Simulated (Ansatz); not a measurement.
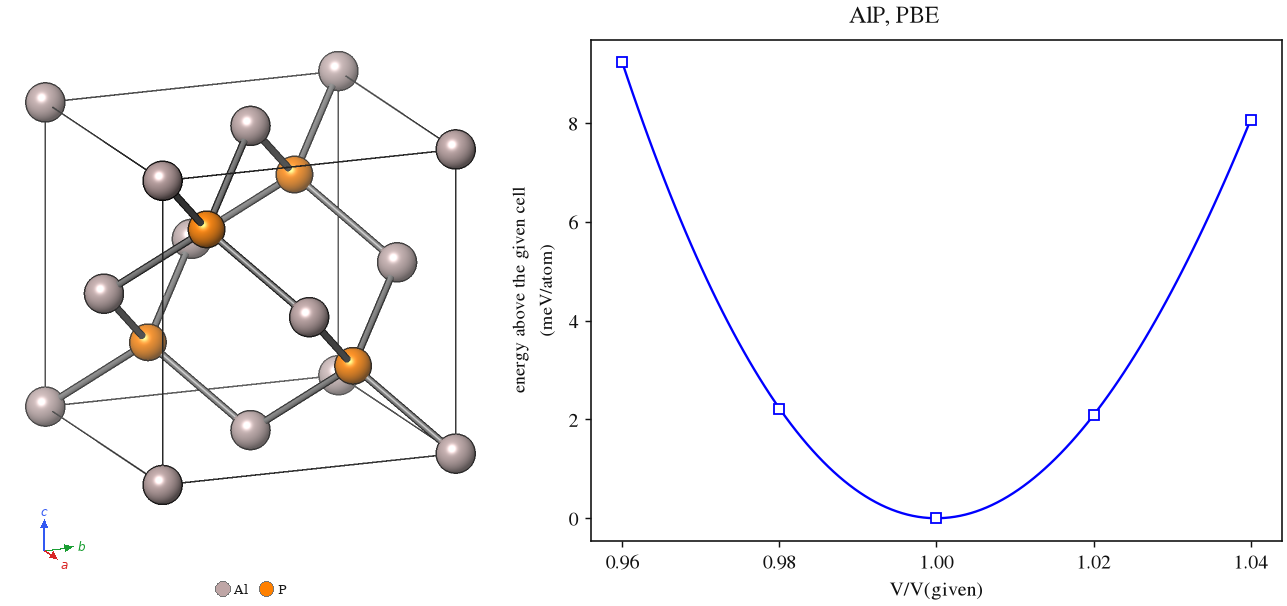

The picture above shows the energy above the given cell against V/V(given) for AlP, space group F-43m (No. 216). The conventional cell is drawn beside the plot.

Starting cell:
```
CELL_PARAMETERS angstrom
0.00000 2.75389 2.75389
2.75389 0.00000 2.75389
2.75389 2.75389 0.00000
ATOMIC_POSITIONS crystal
Al 0.00000 0.00000 0.00000
P 0.75000 0.75000 0.75000
```

Calculation (Ansatz 0.2.0): plane-wave density functional theory, PAW datasets, Gaussian smearing 0.05 eV: equation of state, the given cell scaled in volume with shape and atoms relaxed at each volume; third-order Birch-Murnaghan fit. Level: PBE, no spin polarisation.

```tsv
setting	value
PAW set	soft_2
wave cutoff	420 eV
k mesh	10×10×10
```

V(given) is 20.89 Å³/atom.

From this curve and the settings, what does the calculation give for the pressure and gap on the k mesh at the same points?

The pressure falls from 3.670 GPa at V/V(given) 0.96 to −2.989 GPa at 1.04, and changes sign near 1.00. The gap on the k mesh stays open and runs from 1.552 eV at V/V(given) 0.96 to 1.704 eV at 1.04.

| V/V(given) | pressure (GPa) | gap on the k mesh (eV) |
| --- | --- | --- |
| 0.96 | 3.670 | 1.552 |
| 0.98 | 1.739 | 1.594 |
| 1.00 | −0.003 | 1.633 |
| 1.02 | −1.574 | 1.669 |
| 1.04 | −2.989 | 1.704 |
